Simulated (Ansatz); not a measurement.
## Run report: Si$_{5}$C, geometry relaxation (part 2 of 2)

Continued. System: Si$_{5}$C (P4/mmm, 6 atoms in the cell). Method: DFT PBE, scalar-relativistic, plane waves, PAW, no spin polarisation (Ansatz 0.2.0); cutoff 420 eV, 14×14×4 k-mesh, Gaussian smearing of 0.1 eV. The structure was made by a generator, so it may or may not be a known phase.

Geometry of the input (Å; fractional positions):
```
2.7148  0.0000  0.0000
0.0000  2.7148  0.0000
0.0000  0.0000  10.4158
Si 0.5000  0.5000  0.1144
Si 0.0000  0.0000  0.3163
Si 0.5000  0.5000  0.5000
Si 0.0000  0.0000  0.6837
Si 0.5000  0.5000  0.8856
C  0.0000  0.0000  0.0000
```

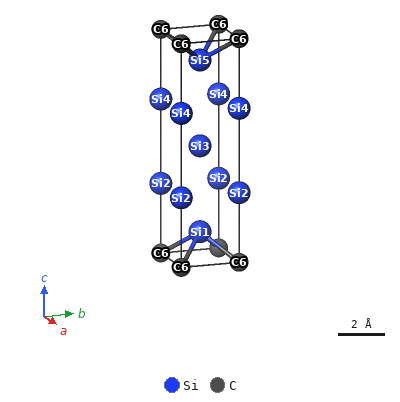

Figure 1. The geometry at step 3 of the log (ball-and-stick view of the cell of the calculation, seen slightly off an axis; atoms are numbered from 1 in the order of the input).

## Log, continued
```
SCF iter   1: F=—  HF=-3424.480740 eV  |F-HF|=—  |Δ(HF+E_count)|=         —  Δρ=2.53e-3  dr2=2.13e-2  ethr=8.85e-5  ⟨swp⟩=1.8  Hψ=14501  notcnv=0
preconditioner: auto → none  [metal: Δε(μ)=0.007 eV  Ē_g=10.717 eV  σ=0.100 eV  W_gap=0.04  n_scr=6 (ndim 8)  ℏωp=20.9 eV  f_vac=0.000  D(μ)=2.76/eV (n_scr^D=20)]
SCF iter   2: F=—  HF=-3424.478443 eV  |F-HF|=—  |Δ(HF+E_count)|=   2.30e-3  Δρ=1.13e-3  dr2=2.25e-3  ethr=8.85e-5  ⟨swp⟩=1.2  Hψ=2707  notcnv=0
SCF iter   3: F=—  HF=-3424.478110 eV  |F-HF|=—  |Δ(HF+E_count)|=   3.33e-4  Δρ=5.60e-4  dr2=3.86e-4  ethr=9.36e-6  ⟨swp⟩=1.5  Hψ=2767  notcnv=0
SCF iter   4: F=—  HF=-3424.478081 eV  |F-HF|=—  |Δ(HF+E_count)|=   2.90e-5  Δρ=1.57e-4  dr2=1.71e-5  ethr=1.61e-6  ⟨swp⟩=1.0  Hψ=2592  notcnv=0
SCF iter   5: F=—  HF=-3424.478138 eV  |F-HF|=—  |Δ(HF+E_count)|=   5.67e-5  Δρ=4.19e-5  dr2=7.37e-7  ethr=7.12e-8  ⟨swp⟩=2.0  Hψ=3564  notcnv=0
SCF iter   6: F=-3424.478138 eV  HF=-3424.478138 eV  |F-HF|=6.59e-11  |Δ(HF+E_count)|=   2.33e-7  Δρ=6.44e-6  dr2=2.01e-8  ethr=1.38e-9  ⟨swp⟩=8.7  Hψ=14722  notcnv=0
the search or the solves at the SCF's close seem to have found levels that the self-consistency loop had missed (the run counts 1). By its estimate they hold under 1e-12 electrons; where the run keeps them, the occupations were computed again with them
SCF 5 converged in 6 iterations: F = -3424.478138 eV  dr2 = 2.01e-8
  greatest PAW one-centre occupation: 0.684 electrons in one spin orbital (limit 2), on the Si atom at site 3 (counted from 0), in its partial waves of l = 0
relax step   5: F+E_penalty+E_count = -3424.47813790 eV  Δ(F+E_penalty+E_count) = -6.198e-3 eV  max|allowed force component| = 2.081e-2 eV/Å  Δτ_max = 0.0353 Å  P = -0.217 GPa  Ω = 76.078 Å³  energy of the carried Pulay correction = +3.678e-4 eV  (6 SCF iters, dr2 threshold 3.31e-7 eV, accepted)
Crystal: 6 atoms, lattice volume = 75.800 Å³
Basis set: ecut = 420 eV, 1517 PW (Γ), exchange–correlation on 40×40×144 points (8 copies of the dense FFT grid, shifted against one another)
iter 1 solved again at ethr=4.97e-6 eV; its pass at ethr=3.10e-3 eV (dr2=1.19e-3 eV) is discarded
SCF iter   1: F=—  HF=-3424.478957 eV  |F-HF|=—  |Δ(HF+E_count)|=         —  Δρ=9.24e-4  dr2=1.24e-3  ethr=4.97e-6  ⟨swp⟩=2.4  Hψ=13929  notcnv=0
preconditioner: auto → none  [metal: Δε(μ)=0.018 eV  Ē_g=10.736 eV  σ=0.100 eV  W_gap=0.10  n_scr=6 (ndim 8)  ℏωp=20.9 eV  f_vac=0.000  D(μ)=2.89/eV (n_scr^D=28)]
SCF iter   2: F=—  HF=-3424.478709 eV  |F-HF|=—  |Δ(HF+E_count)|=   2.49e-4  Δρ=3.42e-4  dr2=1.27e-4  ethr=4.97e-6  ⟨swp⟩=2.2  Hψ=3646  notcnv=0
SCF iter   3: F=—  HF=-3424.478748 eV  |F-HF|=—  |Δ(HF+E_count)|=   3.95e-5  Δρ=1.62e-4  dr2=2.73e-5  ethr=5.31e-7  ⟨swp⟩=1.5  Hψ=2934  notcnv=0
SCF iter   4: F=—  HF=-3424.478745 eV  |F-HF|=—  |Δ(HF+E_count)|=   3.01e-6  Δρ=4.37e-5  dr2=3.24e-6  ethr=1.14e-7  ⟨swp⟩=1.0  Hψ=2605  notcnv=0
iter 5 did not close the SCF: its close was put off for the readings that it lacked (scf_convergence_deferred on its scf_iter line)
SCF iter   5: F=-3424.478745 eV  HF=-3424.478745 eV  |F-HF|=9.20e-9  |Δ(HF+E_count)|=   5.34e-8  Δρ=1.08e-5  dr2=4.68e-8  ethr=1.35e-8  ⟨swp⟩=1.0  Hψ=2592  notcnv=0
SCF iter   6: F=-3424.478745 eV  HF=-3424.478745 eV  |F-HF|=1.16e-10  |Δ(HF+E_count)|=   1.67e-8  Δρ=1.61e-6  dr2=1.30e-9  ethr=1.95e-10  ⟨swp⟩=5.6  Hψ=12493  notcnv=0
the search or the solves at the SCF's close seem to have found levels that the self-consistency loop had missed (the run counts 1). By its estimate they hold under 1e-12 electrons; where the run keeps them, the occupations were computed again with them
SCF 6 converged in 6 iterations: F = -3424.478745 eV  dr2 = 1.30e-9
relax step   6: F+E_penalty+E_count = -3424.47874508 eV  Δ(F+E_penalty+E_count) = -6.072e-4 eV  max|allowed force component| = 2.096e-2 eV/Å  Δτ_max = 0.0055 Å  P = +0.114 GPa  Ω = 75.800 Å³  energy of the carried Pulay correction = +5.174e-4 eV  (6 SCF iters, dr2 threshold 4.99e-7 eV, accepted)
Crystal: 6 atoms, lattice volume = 75.867 Å³
Basis set: ecut = 420 eV, 1533 PW (Γ), exchange–correlation on 40×40×144 points (8 copies of the dense FFT grid, shifted against one another)
iter 1 solved again at ethr=7.59e-6 eV; its pass at ethr=3.10e-3 eV (dr2=1.82e-3 eV) is discarded
SCF iter   1: F=—  HF=-3424.478922 eV  |F-HF|=—  |Δ(HF+E_count)|=         —  Δρ=4.12e-4  dr2=1.82e-3  ethr=7.59e-6  ⟨swp⟩=1.6  Hψ=10962  notcnv=0
preconditioner: auto → none  [metal: Δε(μ)=0.004 eV  Ē_g=10.728 eV  σ=0.100 eV  W_gap=0.02  n_scr=6 (ndim 8)  ℏωp=20.9 eV  f_vac=0.000  D(μ)=2.88/eV (n_scr^D=28)]
SCF iter   2: F=—  HF=-3424.478819 eV  |F-HF|=—  |Δ(HF+E_count)|=   1.03e-4  Δρ=1.57e-4  dr2=1.15e-4  ethr=7.59e-6  ⟨swp⟩=1.0  Hψ=2594  notcnv=0
SCF iter   3: F=—  HF=-3424.478808 eV  |F-HF|=—  |Δ(HF+E_count)|=   1.13e-5  Δρ=6.86e-5  dr2=6.63e-6  ethr=4.81e-7  ⟨swp⟩=1.1  Hψ=2601  notcnv=0
SCF iter   4: F=—  HF=-3424.478866 eV  |F-HF|=—  |Δ(HF+E_count)|=   5.82e-5  Δρ=2.12e-5  dr2=5.49e-7  ethr=2.76e-8  ⟨swp⟩=1.0  Hψ=2595  notcnv=0
iter 5 did not close the SCF: its close was put off for the readings that it lacked (scf_convergence_deferred on its scf_iter line)
SCF iter   5: F=-3424.478866 eV  HF=-3424.478866 eV  |F-HF|=9.08e-10  |Δ(HF+E_count)|=   4.94e-8  Δρ=3.91e-6  dr2=6.38e-9  ethr=2.29e-9  ⟨swp⟩=1.2  Hψ=2781  notcnv=0
SCF iter   6: F=-3424.478866 eV  HF=-3424.478866 eV  |F-HF|=5.14e-11  |Δ(HF+E_count)|=   2.59e-9  Δρ=5.66e-7  dr2=2.10e-10  ethr=2.66e-11  ⟨swp⟩=5.1  Hψ=12196  notcnv=0
the search or the solves at the SCF's close seem to have found levels that the self-consistency loop had missed (the run counts 1). By its estimate they hold under 1e-12 electrons; where the run keeps them, the occupations were computed again with them
SCF 7 converged in 6 iterations: F = -3424.478866 eV  dr2 = 2.10e-10
relax step   7: F+E_penalty+E_count = -3424.47886600 eV  Δ(F+E_penalty+E_count) = -1.209e-4 eV  max|allowed force component| = 8.412e-3 eV/Å  Δτ_max = 0.0055 Å  P = +0.010 GPa  Ω = 75.867 Å³  energy of the carried Pulay correction = +4.813e-4 eV  (6 SCF iters, dr2 threshold 5.26e-8 eV, accepted)
Initial wavefunctions: pseudopotential atomic-orbital guess (no wavefunctions were taken with the density)
iter 1 solved again at ethr=7.40e-8 eV; its pass at ethr=3.10e-3 eV (dr2=1.78e-5 eV) is discarded
SCF iter   1: F=—  HF=-3424.478893 eV  |F-HF|=—  |Δ(HF+E_count)|=         —  Δρ=6.27e-5  dr2=2.67e-7  ethr=7.40e-8  ⟨swp⟩=3.0  Hψ=21001  notcnv=0
preconditioner: auto → none  [metal: Δε(μ)=0.004 eV  Ē_g=10.727 eV  σ=0.100 eV  W_gap=0.03  n_scr=6 (ndim 8)  ℏωp=20.9 eV  f_vac=0.000  D(μ)=2.88/eV (n_scr^D=28)]
SCF iter   2: F=—  HF=-3424.478955 eV  |F-HF|=—  |Δ(HF+E_count)|=   6.18e-5  Δρ=3.21e-5  dr2=7.31e-8  ethr=1.11e-9  ⟨swp⟩=2.0  Hψ=3908  notcnv=0
SCF iter   3: F=—  HF=-3424.478955 eV  |F-HF|=—  |Δ(HF+E_count)|=   6.35e-7  Δρ=2.80e-6  dr2=2.65e-8  ethr=3.05e-10  ⟨swp⟩=2.0  Hψ=3835  notcnv=0
SCF iter   4: F=—  HF=-3424.478955 eV  |F-HF|=—  |Δ(HF+E_count)|=   1.20e-9  Δρ=6.48e-7  dr2=2.98e-10  ethr=1.10e-10  ⟨swp⟩=1.0  Hψ=2581  notcnv=0
SCF iter   5: F=—  HF=-3424.478955 eV  |F-HF|=—  |Δ(HF+E_count)|=  2.09e-11  Δρ=3.17e-7  dr2=8.03e-11  ethr=1.24e-12  ⟨swp⟩=2.2  Hψ=3644  notcnv=0
SCF iter   6: F=-3424.478955 eV  HF=-3424.478955 eV  |F-HF|=4.55e-12  |Δ(HF+E_count)|=  6.37e-12  Δρ=1.07e-7  dr2=9.60e-12  ethr=1.00e-12  ⟨swp⟩=5.4  Hψ=8492  notcnv=0
SCF 8 converged in 6 iterations: F = -3424.478955 eV  dr2 = 9.60e-12
relax step   8: F+E_penalty+E_count = -3424.47895542 eV  Δ(F+E_penalty+E_count) = -8.942e-5 eV  max|allowed force component| = 8.457e-3 eV/Å  Δτ_max = 0.0000 Å  P = +0.011 GPa  Ω = 75.867 Å³  stress off target by 2.97e-2 GPa  SCF on the basis re-selected at this cell (its energy is not comparable with the rows above)  (6 SCF iters)
basis re-selected at this cell: Δ(F+E_penalty+E_count) = -8.942e-5 eV, ΔP = +0.001 GPa vs the last step (what re-selecting the basis moved, of the pressure what is left beyond the Pulay correction that the steps carried, after the strain that the cell walked since its last selection, with what the two solves' SCF thresholds leave and, on support functions, any second-order correction that the steps lacked; it is no measure of the basis error at this ecutwfc). This SCF's stress stands 2.97e-2 GPa from its target on what of the cell is left free (relax.cell.stress_tol is 5.00e-2 GPa) and its largest allowed force component is 8.46e-3 eV/Å (relax.f_tol is 1.00e-2 eV/Å): within both
SCF converged after 6 iterations
Free energy (F): -3424.478955 eV
Harris-Foulkes:  -3424.478955 eV  (|F-HF|=4.55e-12)
Internal energy: -3424.464539 eV  (E = F + TS)
E sigma→0 (E₀):  -3424.471747 eV
Entropy (-TS):   -0.014416 eV (-2.403 meV/atom)
Fermi energy:    11.262835 eV
--- Per-component energies (eV) ---
  E_band       = 125.307683
  E_kinetic    = 293.399523
  E_local      = -148.417068  (includes V_loc(G=0)·N_el)
  E_nonlocal   = 153.011451
  E_hartree    = 70.947769
  E_xc         = -328.873791
  E_vxc        = -299.802362  (∫ρ·V_xc dr)
  E_paw        = -2658.833091  (= ΣΔE_a)
  E_vpaw       = -14.779465  (= ΣTr[D̂ρ^β])
  E_aug_tail   = 0.000042  (compensation charges beyond the density's cutoff)
  E_ewald      = -805.699375
  E_smearing   = -0.014416  (= −TS)
  E_closure    = 0.000000  (closes the sum)
  Σ components = -3424.478955   (vs F -3424.478955, Δ=0.00e0)
--- Forces (eV/Å), atoms counted from 1 ---
  atom   1  Si     0.00000000     0.00000000     0.00845703
  atom   2  Si     0.00000000     0.00000000     0.00095083
  atom   3  Si     0.00000000     0.00000000     0.00000000
  atom   4  Si     0.00000000     0.00000000    -0.00095083
  atom   5  Si     0.00000000     0.00000000    -0.00845703
  atom   6  C      0.00000000     0.00000000     0.00000000
  max |Σ_I F_I| component: 1.73e-18 eV/Å
--- Stress (GPa, compression-positive) ---
        0.029661       0.000000       0.000000
        0.000000       0.029661       0.000000
        0.000000       0.000000      -0.025371
  P = ⅓ Tr σ = 0.0113 GPa (0.113 kbar)
--- Band table (eV; the first three rows and the last of 108) ---
  k-point 0: bands = ["-5.0351", "-2.6790", "-1.8215", "1.7950", "1.8504", "7.8961", "9.2002", "9.9479", "9.9479", "12.6818", "14.4598", "14.4598", "15.4147", "15.4229", "15.4783", "15.4783", "16.7324", "16.9743", "17.9059", "18.1334", "18.1334", "18.3443", "18.7950", "18.7950"]
  k-point 1: bands = ["-5.0276", "-2.8519", "-1.4139", "0.5634", "3.2562", "6.5652", "9.9482", "9.9482", "10.5945", "12.6543", "14.3943", "14.3943", "14.7191", "15.5031", "15.7050", "15.7050", "16.2219", "17.4313", "17.4313", "17.6552", "17.7913", "18.0862", "19.6345", "19.6345"]
  k-point 2: bands = ["-5.0199", "-2.9708", "-0.7447", "-0.3347", "4.6981", "5.0103", "9.9485", "9.9485", "12.1423", "12.3093", "13.7240", "14.3409", "14.3409", "15.7240", "15.8266", "16.0232", "16.0232", "16.9046", "16.9046", "17.5507", "18.2587", "18.5604", "18.6386", "19.4450"]
  k-point 107: bands = ["2.0327", "3.9410", "3.9410", "5.1220", "6.0151", "6.0151", "6.5439", "6.8724", "8.0795", "8.0795", "8.2119", "8.4546", "8.7745", "8.7745", "9.2773", "9.4825", "12.5906", "13.3016", "13.5477", "13.6664", "13.6664", "13.7146", "13.7146", "16.5461"]
--- Relaxed structure (7 steps of the walk, 7 accepted, 1 SCFs on fresh bases) ---
  F+E_penalty+E_count = -3424.47895542 eV   max|allowed force component| = 8.457e-3 eV/Å   (the final SCF, on the basis selected at the relaxed cell)
  cell:  # Å, volume = 75.8672 Å³
    - [2.7568976129065397, -9.226769226606016e-35, 0.0]
    - [-7.688974355505013e-35, 2.75689761290654, 0.0]
    - [0.0, 0.0, 9.981888545530873]
  atoms:
    - { symbol: Si, position: [0.5, 0.49999999999999994, 0.11792190063597595] }
    - { symbol: Si, position: [3.7480017377767325e-35, 3.5563294369538926e-36, 0.31531084894566513] }
    - { symbol: Si, position: [0.5, 0.49999999999999994, 0.49999999999999994] }
    - { symbol: Si, position: [8.098732035972275e-35, -1.1130849276699848e-35, 0.6846891510543348] }
    - { symbol: Si, position: [0.5, 0.49999999999999994, 0.8820780993640238] }
    - { symbol: C, position: [1.3183821269850505e-34, 8.821544447509008e-36, 3.816694696713897e-20] }
```

## Trajectory as extended XYZ (Å, eV, eV/Å), 8 frames, from step=1 to step=8
```
6
Lattice="2.7148 0.0000 0.0000 0.0000 2.7148 0.0000 0.0000 0.0000 10.4158" Properties=species:S:1:pos:R:3:forces:R:3 step=1 energy=-3424.45361 pressure_GPa=-0.46
Si    1.3574    1.3574    1.1916    0.0000   0.0000   0.1543
Si    0.0000    0.0000    3.2941    0.0000   0.0000  -0.1925
Si    1.3574    1.3574    5.2079    0.0000   0.0000   0.0000
Si    0.0000    0.0000    7.1218    0.0000   0.0000   0.1925
Si    1.3574    1.3574    9.2242    0.0000   0.0000  -0.1543
C     0.0000    0.0000    0.0000    0.0000   0.0000   0.0000
6
Lattice="2.7145 0.0000 0.0000 0.0000 2.7145 0.0000 0.0000 0.0000 10.3276" Properties=species:S:1:pos:R:3:forces:R:3 step=2 energy=-3424.46733 pressure_GPa=0.01
Si    1.3573    1.3573    1.1923    0.0000   0.0000   0.0700
Si    0.0000    0.0000    3.2375    0.0000   0.0000  -0.0787
Si    1.3573    1.3573    5.1638    0.0000   0.0000   0.0000
Si    0.0000    0.0000    7.0901    0.0000   0.0000   0.0787
Si    1.3573    1.3573    9.1353    0.0000   0.0000  -0.0700
C     0.0000    0.0000    0.0000    0.0000   0.0000   0.0000
6
Lattice="2.7203 0.0000 0.0000 0.0000 2.7203 0.0000 0.0000 0.0000 10.2418" Properties=species:S:1:pos:R:3:forces:R:3 step=3 energy=-3424.47040 pressure_GPa=0.19
Si    1.3601    1.3601    1.1909    0.0000   0.0000  -0.0146
Si    0.0000    0.0000    3.1894    0.0000   0.0000   0.0480
Si    1.3601    1.3601    5.1209    0.0000   0.0000   0.0000
Si    0.0000    0.0000    7.0524    0.0000   0.0000  -0.0480
Si    1.3601    1.3601    9.0509    0.0000   0.0000   0.0146
C     0.0000    0.0000    0.0000    0.0000   0.0000   0.0000
6
Lattice="2.7250 0.0000 0.0000 0.0000 2.7250 0.0000 0.0000 0.0000 10.2092" Properties=species:S:1:pos:R:3:forces:R:3 step=4 energy=-3424.47194 pressure_GPa=0.11
Si    1.3625    1.3625    1.1898    0.0000   0.0000  -0.0143
Si    0.0000    0.0000    3.1845    0.0000   0.0000   0.0593
Si    1.3625    1.3625    5.1046    0.0000   0.0000   0.0000
Si    0.0000    0.0000    7.0247    0.0000   0.0000  -0.0593
Si    1.3625    1.3625    9.0194    0.0000   0.0000   0.0143
C     0.0000    0.0000    0.0000    0.0000   0.0000   0.0000
6
Lattice="2.7479 0.0000 0.0000 0.0000 2.7479 0.0000 0.0000 0.0000 10.0752" Properties=species:S:1:pos:R:3:forces:R:3 step=5 energy=-3424.47814 pressure_GPa=-0.22
Si    1.3740    1.3740    1.1844    0.0000   0.0000  -0.0208
Si    0.0000    0.0000    3.1768    0.0000   0.0000  -0.0026
Si    1.3740    1.3740    5.0376    0.0000   0.0000   0.0000
Si    0.0000    0.0000    6.8984    0.0000   0.0000   0.0026
Si    1.3740    1.3740    8.8908    0.0000   0.0000   0.0208
C     0.0000    0.0000    0.0000    0.0000   0.0000   0.0000
6
Lattice="2.7545 0.0000 0.0000 0.0000 2.7545 0.0000 0.0000 0.0000 9.9904" Properties=species:S:1:pos:R:3:forces:R:3 step=6 energy=-3424.47874 pressure_GPa=0.11
Si    1.3773    1.3773    1.1790    0.0000   0.0000  -0.0075
Si    0.0000    0.0000    3.1554    0.0000   0.0000  -0.0210
Si    1.3773    1.3773    4.9952    0.0000   0.0000   0.0000
Si    0.0000    0.0000    6.8350    0.0000   0.0000   0.0210
Si    1.3773    1.3773    8.8114    0.0000   0.0000   0.0075
C     0.0000    0.0000    0.0000    0.0000   0.0000   0.0000
6
Lattice="2.7569 0.0000 0.0000 0.0000 2.7569 0.0000 0.0000 0.0000 9.9819" Properties=species:S:1:pos:R:3:forces:R:3 step=7 energy=-3424.47887 pressure_GPa=0.01
Si    1.3784    1.3784    1.1771    0.0000   0.0000   0.0084
Si    0.0000    0.0000    3.1474    0.0000   0.0000   0.0007
Si    1.3784    1.3784    4.9909    0.0000   0.0000   0.0000
Si    0.0000    0.0000    6.8345    0.0000   0.0000  -0.0007
Si    1.3784    1.3784    8.8048    0.0000   0.0000  -0.0084
C     0.0000    0.0000    0.0000    0.0000   0.0000   0.0000
6
Lattice="2.7569 0.0000 0.0000 0.0000 2.7569 0.0000 0.0000 0.0000 9.9819" Properties=species:S:1:pos:R:3:forces:R:3 step=8 energy=-3424.47896 pressure_GPa=0.01
Si    1.3784    1.3784    1.1771    0.0000   0.0000   0.0085
Si    0.0000    0.0000    3.1474    0.0000   0.0000   0.0010
Si    1.3784    1.3784    4.9909    0.0000   0.0000   0.0000
Si    0.0000    0.0000    6.8345    0.0000   0.0000  -0.0010
Si    1.3784    1.3784    8.8048    0.0000   0.0000  -0.0085
C     0.0000    0.0000    0.0000    0.0000   0.0000   0.0000
```

## Results in brief

| quantity | value |
| --- | --- |
| outcome | converged |
| space group (tolerance 0.01 Å) | P4/mmm (123) |
| electrons treated | 24 |
| free energy | −3424.4790 eV |
| Fermi energy | 11.263 eV |
| gap on the k-point mesh | none (metallic) |
| pressure | 0.01 GPa |
| final volume | 75.87 Å³ |
| largest force (length of the vector) at the end | 0.008 eV/Å |
| final cell | a = 2.757 Å, b = 2.757 Å, c = 9.982 Å, α = 90.00°, β = 90.00°, γ = 90.00° |
| hardware | 1 thread of Intel Xeon @ 2.50GHz (Skylake/Cascade Lake), 189 GiB of memory available, shared host |
| wall time | 2.8 min |
| peak memory | 0.48 GiB |
